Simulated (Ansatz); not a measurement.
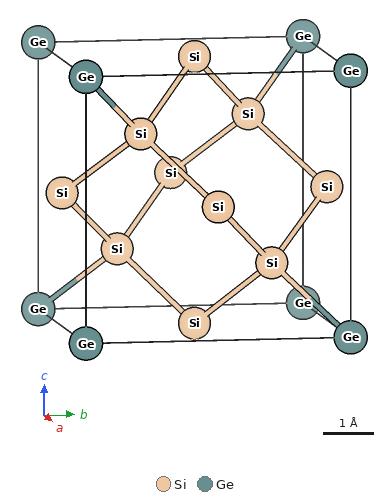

Phonons of crystalline Si$_{7}$Ge, at the zone centre. A ball-and-stick model of the cell of the calculation, seen slightly off an axis.

Level of theory: Ansatz, DFT PBEsol, scalar-relativistic, plane waves, PAW. Settings: plane-wave cutoff 420 eV; k-point mesh 6 × 6 × 6; occupations gaussian; smearing width 0.03 eV; no spin polarisation.

Frequencies are those without the non-analytic (LO–TO) term.

Which optical modes does it have, at what frequencies, and is it stable there?

Answer. The calculation's cell holds 8 atoms, so there are 21 optical modes, in 8 levels. The optical modes span 4T₂ + 2T₁ + A₁ + E. No level is unstable.

```tsv
level	symmetry	frequency (cm⁻¹)	activity
1	T₂	111	infrared- and Raman-active
2	T₁	137	silent
3	T₂	336	infrared- and Raman-active
4	A₁	398	Raman-active
5	E	404	Raman-active
6	T₂	433	infrared- and Raman-active
7	T₁	452	silent
8	T₂	498	infrared- and Raman-active
```

The modes drawn as arrows (one member of each degenerate set), 6 of the levels:

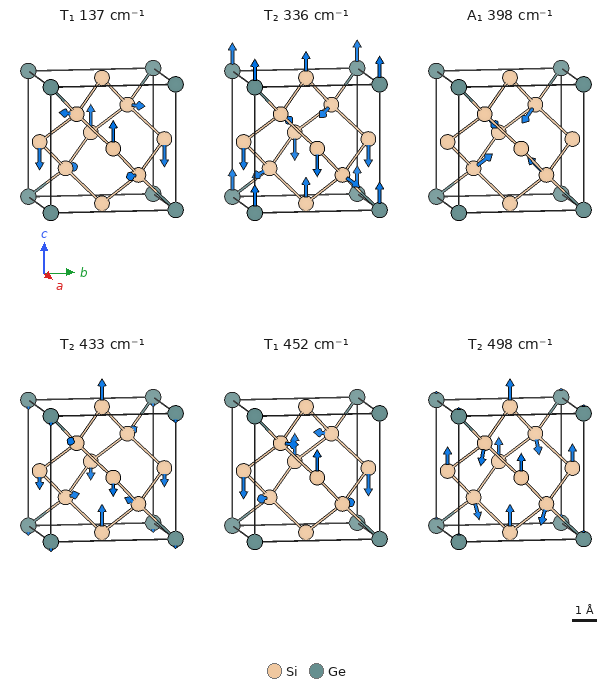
